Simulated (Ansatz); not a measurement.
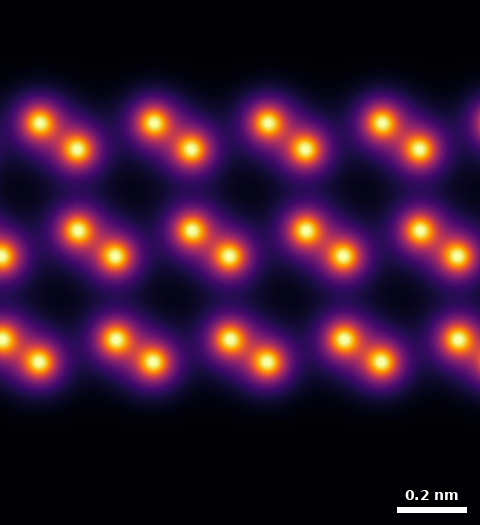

Cross-section of a (111) slab of Si (Fd-3m), seen along a direction in its plane, the normal pointing up. Simulated as the projected potential of neutral atoms (B = 0.5 Å²) blurred by a 0.55 Å probe, the thin-sample limit of integrated differential phase contrast. Atomic positions: the geometry relaxed in a fixed cell under constraints with DFT PBEsol, scalar-relativistic, plane waves, PAW in Ansatz 0.2.0.

### How many atomic planes does the slab have, and what do they hold from top to bottom?

6 planes (atoms within 0.35 Å in height count as one plane; some lie less than 0.7 Å apart in height):

| plane | content | depth below the top plane (Å) |
| --- | --- | --- |
| 1 | Si | 0.0 |
| 2 | Si | 0.8 |
| 3 | Si | 3.1 |
| 4 | Si | 3.9 |
| 5 | Si | 6.3 |
| 6 | Si | 7.0 |

### How thick is it, and how does it end on either side?

The outermost planes are 7.0 Å apart. The upper face ends in Si and the lower in Si, so the sequence of planes is the same from both sides.
